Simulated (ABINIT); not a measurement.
**Phonon calculation, with input and output: GaN (part 2 of 3)**

GaN (F-43m, 2 atoms in the cell); Kohn-Sham DFT of a periodic cell, LDA, PseudoDojo NC SR LDA v0.4.1 standard, no spin polarisation (ABINIT 10.8.3); cutoff 1142.88 eV, 6×6×6 k-mesh, fixed occupations. The structure derives from a Materials Project entry.

Geometry of the input (Å; fractional positions):
```
0.0000  2.2266  2.2266
2.2266  0.0000  2.2266
2.2266  2.2266  0.0000
Ga 0.0000  0.0000  0.0000
N  0.2500  0.2500  0.2500
```

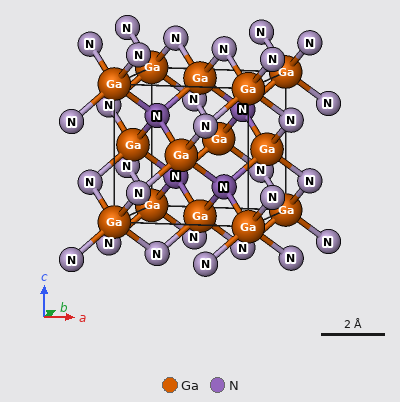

Fig. 1: The structure as given in the input (ball-and-stick view of the cell 4 times as large as that of the calculation, set on its symmetry axes, seen slightly off an axis; neighbours outside the cell are drawn fainter).

Output, continued
```
--- !ResultsGS
iteration_state: {dtset: 1, }
comment   : Summary of ground state results
lattice_vectors:
- [  0.0000000,   4.2076736,   4.2076736, ]
- [  4.2076736,   0.0000000,   4.2076736, ]
- [  4.2076736,   4.2076736,   0.0000000, ]
lattice_lengths: [   5.95055,    5.95055,    5.95055, ]
lattice_angles: [ 60.000,  60.000,  60.000, ] # degrees, (23, 13, 12)
lattice_volume:   1.4898965E+02
convergence: {deltae:  1.734E-12, res2:  9.784E-17, residm:  9.778E-16, diffor: null, }
etotal    :  -8.67746031E+01
entropy   :   0.00000000E+00
fermie    :   1.93811550E-01
cartesian_stress_tensor: # hartree/bohr^3
- [ -2.30185288E-07,   0.00000000E+00,   0.00000000E+00, ]
- [  0.00000000E+00,  -2.30185288E-07,   0.00000000E+00, ]
- [  0.00000000E+00,   0.00000000E+00,  -2.30185288E-07, ]
pressure_GPa:   6.7723E-03
xred      :
- [  0.0000E+00,   0.0000E+00,   0.0000E+00, Ga]
- [  2.5000E-01,   2.5000E-01,   2.5000E-01,  N]
cartesian_forces: # hartree/bohr
- [  9.99901275E-31,  -2.99970383E-30,   9.99901275E-31, ]
- [ -9.99901275E-31,   2.99970383E-30,  -9.99901275E-31, ]
force_length_stats: {min:   3.31629736E-30, max:   3.31629736E-30, mean:   3.31629736E-30, }
...

 Integrated electronic density in atomic spheres:
 ------------------------------------------------
 Atom  Sphere_radius  Integrated_density
    1        2.00000         10.94896708
    2        2.00000          5.26742542
================================================================================

 ----iterations are completed or convergence reached----

 Mean square residual over all n,k,spin=   74.924E-19; max=  97.780E-17
 reduced coordinates (array xred) for    2 atoms
       0.000000000000      0.000000000000      0.000000000000
       0.250000000000      0.250000000000      0.250000000000
 rms dE/dt=  1.1900E-29; max dE/dt=  1.6829E-29; dE/dt below (all hartree)
    1       0.000000000000     -0.000000000000      0.000000000000
    2       0.000000000000      0.000000000000      0.000000000000

 cartesian coordinates (angstrom) at end:
    1      0.00000000000000     0.00000000000000     0.00000000000000
    2      1.11330247926447     1.11330247926447     1.11330247926447

 cartesian forces (hartree/bohr) at end:
    1      0.00000000000000    -0.00000000000000     0.00000000000000
    2     -0.00000000000000     0.00000000000000    -0.00000000000000
 frms,max,avg= 1.9146652E-30 2.9997038E-30   0.000E+00  0.000E+00  0.000E+00 h/b

 cartesian forces (eV/Angstrom) at end:
    1      0.00000000000000    -0.00000000000000     0.00000000000000
    2     -0.00000000000000     0.00000000000000    -0.00000000000000
 frms,max,avg= 9.8456042E-29 1.5425097E-28   0.000E+00  0.000E+00  0.000E+00 e/A
 length scales=  5.950549017600  5.950549017600  5.950549017600 bohr
              =  3.148894930339  3.148894930339  3.148894930339 angstroms
 Fermi (or HOMO) energy (hartree) =   0.19381   Average Vxc (hartree)=  -0.45575
 Eigenvalues (hartree) for nkpt=  28  k points:
 kpt#   1, nband=  9, wtk=  0.02778, kpt= -0.0833 -0.1667  0.0000 (reduced coord)
  -0.38447   -0.30495   -0.30458   -0.30258   -0.29395   -0.29310    0.12713    0.17816
   0.18234
 prteigrs : prtvol=0 or 1, do not print more k-points.

--- !EnergyTerms
iteration_state     : {dtset: 1, }
comment             : Components of total free energy in Hartree
kinetic             :  7.00029923713525E+01
hartree             :  2.14220278040045E+01
xc                  : -2.36875184006468E+01
Ewald energy        : -5.90418258326268E+01
psp_core            :  3.61131702636536E+00
local_psp           : -5.97535023501290E+01
non_local_psp       : -3.93280937628905E+01
total_energy        : -8.67746031445707E+01
total_energy_eV     : -2.36125724250863E+03
band_energy         : -3.14353762115374E+00
...

 Cartesian components of stress tensor (hartree/bohr^3)
  sigma(1 1)= -2.30185288E-07  sigma(3 2)=  0.00000000E+00
  sigma(2 2)= -2.30185288E-07  sigma(3 1)=  0.00000000E+00
  sigma(3 3)= -2.30185288E-07  sigma(2 1)=  0.00000000E+00

-Cartesian components of stress tensor (GPa)         [Pressure=  6.7723E-03 GPa]
- sigma(1 1)= -6.77228499E-03  sigma(3 2)=  0.00000000E+00
- sigma(2 2)= -6.77228499E-03  sigma(3 1)=  0.00000000E+00
- sigma(3 3)= -6.77228499E-03  sigma(2 1)=  0.00000000E+00

================================================================================
== DATASET  2 ==================================================================

--- !DatasetInfo
iteration_state: {dtset: 2, }
dimensions: {natom: 2, nkpt: 432, mband: 9, nsppol: 1, nspinor: 1, nspden: 1, mpw: 1950, }
cutoff_energies: {ecut:  42.0, pawecutdg:  -1.0, }
electrons: {nelect:   1.80000000E+01, charge:   0.00000000E+00, occopt:   1.00000000E+00, tsmear:   1.00000000E-02, }
meta: {optdriver: 1, rfelfd: 2, }
...

 mkfilename : getwfk/=0, take file _WFK from output of DATASET   1.

 Exchange-correlation functional for the present dataset will be:
  LDA: Perdew-Wang 92 LSD fit to Ceperley-Alder data - ixc=7
  J.P.Perdew and Y.Wang, PRB 45, 13244 (1992)

 Real(R)+Recip(G) space primitive vectors, cartesian coordinates (Bohr,Bohr^-1):
 R(1)=  0.0000000  4.2076736  4.2076736  G(1)= -0.1188305  0.1188305  0.1188305
 R(2)=  4.2076736  0.0000000  4.2076736  G(2)=  0.1188305 -0.1188305  0.1188305
 R(3)=  4.2076736  4.2076736  0.0000000  G(3)=  0.1188305  0.1188305 -0.1188305
 Unit cell volume ucvol=  1.4898965E+02 bohr^3
 Angles (23,13,12)=  6.00000000E+01  6.00000000E+01  6.00000000E+01 degrees
 setup1 : take into account q-point for computing boxcut.

 getcut: wavevector=  0.0000  0.0000  0.0000  ngfft=  36  36  36
         ecut(hartree)=     42.000   => boxcut(ratio)=   2.07375
--------------------------------------------------------------------------------

 ==>  initialize data related to q vector <==

 The list of irreducible perturbations for this q vector is:
    1)    idir= 1    ipert=   3
    2)    idir= 2    ipert=   3
    3)    idir= 3    ipert=   3

================================================================================

--------------------------------------------------------------------------------
 Perturbation wavevector (in red.coord.)   0.000000  0.000000  0.000000
 Perturbation : derivative vs k along direction   1
 The set of symmetries contains only one element for this perturbation.
 symkpt : not enough symmetry to change the number of k points.

--------------------------------------------------------------------------------

--------------------------------------------------------------------------------

 Initialisation of the first-order wave-functions :
  ireadwf=   0

--- !BeginCycle
iteration_state: {dtset: 2, }
solver: {iscf: -3, nstep: 80, nline: 4, wfoptalg: 0, }
tolerances: {tolwfr: 1.00E-18, }
...

     iter   2DEtotal(Ha)        deltaE(Ha) residm    vres2
-ETOT  1  -63.572837468183     -6.357E+01 9.297E-01 0.000E+00
 ETOT  2  -63.832275712509     -2.594E-01 3.246E-01 0.000E+00
 ETOT  3  -63.843130135420     -1.085E-02 1.823E-02 0.000E+00
 ETOT  4  -63.844092789949     -9.627E-04 8.478E-03 0.000E+00
 ETOT  5  -63.844213741181     -1.210E-04 5.566E-04 0.000E+00
 ETOT  6  -63.844231521180     -1.778E-05 2.829E-04 0.000E+00
 ETOT  7  -63.844234411019     -2.890E-06 1.971E-05 0.000E+00
 ETOT  8  -63.844234901852     -4.908E-07 1.017E-05 0.000E+00
 ETOT  9  -63.844234988814     -8.696E-08 7.324E-07 0.000E+00
 ETOT 10  -63.844235004470     -1.566E-08 3.774E-07 0.000E+00
 ETOT 11  -63.844235007360     -2.890E-09 2.744E-08 0.000E+00
 ETOT 12  -63.844235007898     -5.377E-10 1.419E-08 0.000E+00
 ETOT 13  -63.844235007999     -1.014E-10 1.031E-09 0.000E+00
 ETOT 14  -63.844235008018     -1.938E-11 5.401E-10 0.000E+00
 ETOT 15  -63.844235008022     -3.666E-12 3.919E-11 0.000E+00
 ETOT 16  -63.844235008023     -7.532E-13 2.080E-11 0.000E+00
 ETOT 17  -63.844235008023     -1.563E-13 1.508E-12 0.000E+00
 ETOT 18  -63.844235008023     -1.421E-14 8.068E-13 0.000E+00
 ETOT 19  -63.844235008023     -2.132E-14 5.849E-14 0.000E+00
 ETOT 20  -63.844235008023      2.132E-14 3.142E-14 0.000E+00
 ETOT 21  -63.844235008023      0.000E+00 2.278E-15 0.000E+00
 ETOT 22  -63.844235008023     -1.421E-14 1.226E-15 0.000E+00
 ETOT 23  -63.844235008023      7.105E-15 8.887E-17 0.000E+00
 ETOT 24  -63.844235008023     -7.105E-15 4.789E-17 0.000E+00
 ETOT 25  -63.844235008023     -1.421E-14 3.471E-18 0.000E+00
 ETOT 26  -63.844235008023      1.421E-14 1.872E-18 0.000E+00
 ETOT 27  -63.844235008023     -1.421E-14 9.995E-19 0.000E+00

 At SCF step   27   max residual=  1.00E-18 < tolwfr=  1.00E-18 =>converged.
================================================================================

 ----iterations are completed or convergence reached----

 Mean square residual over all n,k,spin=   60.416E-20; max=  99.955E-20
 dfpt_looppert : ek2=    6.0205951227E+01
          f-sum rule ratio=    1.0001048837E+00 (note : ecutsm/=0)
 Expectation of eigenvalue derivatives (hartree) for nkpt= 432  k points:
  (in case of degenerate eigenvalues, averaged derivative)
 kpt#   1, nband=  9, wtk=  0.00231, kpt= -0.0833 -0.1667  0.0000 (reduced coord)
  -0.02269   -0.00918   -0.00902    0.00598    0.00298   -0.00491   -0.08475    0.12856
   0.18596
 prteigrs : prtvol=0 or 1, do not print more k-points.

 2DEtotal=   -0.6384423501E+02 Ha. Also 2DEtotal=   -0.173729013838E+04 eV
    (  non-var. 2DEtotal :   -6.3844235005E+01 Ha)

--------------------------------------------------------------------------------
 Perturbation wavevector (in red.coord.)   0.000000  0.000000  0.000000
 Perturbation : derivative vs k along direction   2
 The set of symmetries contains only one element for this perturbation.
 symkpt : not enough symmetry to change the number of k points.

--------------------------------------------------------------------------------

--------------------------------------------------------------------------------

 Initialisation of the first-order wave-functions :
  ireadwf=   0

--- !BeginCycle
iteration_state: {dtset: 2, }
solver: {iscf: -3, nstep: 80, nline: 4, wfoptalg: 0, }
tolerances: {tolwfr: 1.00E-18, }
...

     iter   2DEtotal(Ha)        deltaE(Ha) residm    vres2
-ETOT  1  -63.572837467939     -6.357E+01 9.297E-01 0.000E+00
 ETOT  2  -63.832275712267     -2.594E-01 3.246E-01 0.000E+00
 ETOT  3  -63.843130135178     -1.085E-02 1.823E-02 0.000E+00
 ETOT  4  -63.844092789707     -9.627E-04 8.478E-03 0.000E+00
 ETOT  5  -63.844213740939     -1.210E-04 5.566E-04 0.000E+00
 ETOT  6  -63.844231520937     -1.778E-05 2.829E-04 0.000E+00
 ETOT  7  -63.844234410777     -2.890E-06 1.971E-05 0.000E+00
 ETOT  8  -63.844234901610     -4.908E-07 1.017E-05 0.000E+00
 ETOT  9  -63.844234988572     -8.696E-08 7.324E-07 0.000E+00
 ETOT 10  -63.844235004228     -1.566E-08 3.774E-07 0.000E+00
 ETOT 11  -63.844235007118     -2.890E-09 2.744E-08 0.000E+00
 ETOT 12  -63.844235007655     -5.374E-10 1.419E-08 0.000E+00
 ETOT 13  -63.844235007757     -1.017E-10 1.031E-09 0.000E+00
 ETOT 14  -63.844235007776     -1.918E-11 5.401E-10 0.000E+00
 ETOT 15  -63.844235007780     -3.830E-12 3.919E-11 0.000E+00
 ETOT 16  -63.844235007780     -6.395E-13 2.080E-11 0.000E+00
 ETOT 17  -63.844235007781     -1.776E-13 1.508E-12 0.000E+00
 ETOT 18  -63.844235007781     -5.684E-14 8.068E-13 0.000E+00
 ETOT 19  -63.844235007781      0.000E+00 5.849E-14 0.000E+00
 ETOT 20  -63.844235007781      1.421E-14 3.142E-14 0.000E+00
 ETOT 21  -63.844235007781     -7.105E-15 2.278E-15 0.000E+00
 ETOT 22  -63.844235007781      0.000E+00 1.226E-15 0.000E+00
 ETOT 23  -63.844235007781     -1.421E-14 8.887E-17 0.000E+00
 ETOT 24  -63.844235007781      2.132E-14 4.789E-17 0.000E+00
 ETOT 25  -63.844235007781     -2.132E-14 3.471E-18 0.000E+00
 ETOT 26  -63.844235007781      0.000E+00 1.872E-18 0.000E+00
 ETOT 27  -63.844235007781     -7.105E-15 9.995E-19 0.000E+00

 At SCF step   27   max residual=  1.00E-18 < tolwfr=  1.00E-18 =>converged.
================================================================================

 ----iterations are completed or convergence reached----

 Mean square residual over all n,k,spin=   60.471E-20; max=  99.955E-20
 dfpt_looppert : ek2=    6.0205951227E+01
          f-sum rule ratio=    1.0001048836E+00 (note : ecutsm/=0)
 Expectation of eigenvalue derivatives (hartree) for nkpt= 432  k points:
  (in case of degenerate eigenvalues, averaged derivative)
 kpt#   1, nband=  9, wtk=  0.00231, kpt= -0.0833 -0.1667  0.0000 (reduced coord)
  -0.10127   -0.00969   -0.01389   -0.05505   -0.00118   -0.00256    0.61282    0.13033
   0.07847
 prteigrs : prtvol=0 or 1, do not print more k-points.

 2DEtotal=   -0.6384423501E+02 Ha. Also 2DEtotal=   -0.173729013838E+04 eV
    (  non-var. 2DEtotal :   -6.3844235005E+01 Ha)

--------------------------------------------------------------------------------
 Perturbation wavevector (in red.coord.)   0.000000  0.000000  0.000000
 Perturbation : derivative vs k along direction   3
 The set of symmetries contains only one element for this perturbation.
 symkpt : not enough symmetry to change the number of k points.

--------------------------------------------------------------------------------

--------------------------------------------------------------------------------

 Initialisation of the first-order wave-functions :
  ireadwf=   0

--- !BeginCycle
iteration_state: {dtset: 2, }
solver: {iscf: -3, nstep: 80, nline: 4, wfoptalg: 0, }
tolerances: {tolwfr: 1.00E-18, }
...
```
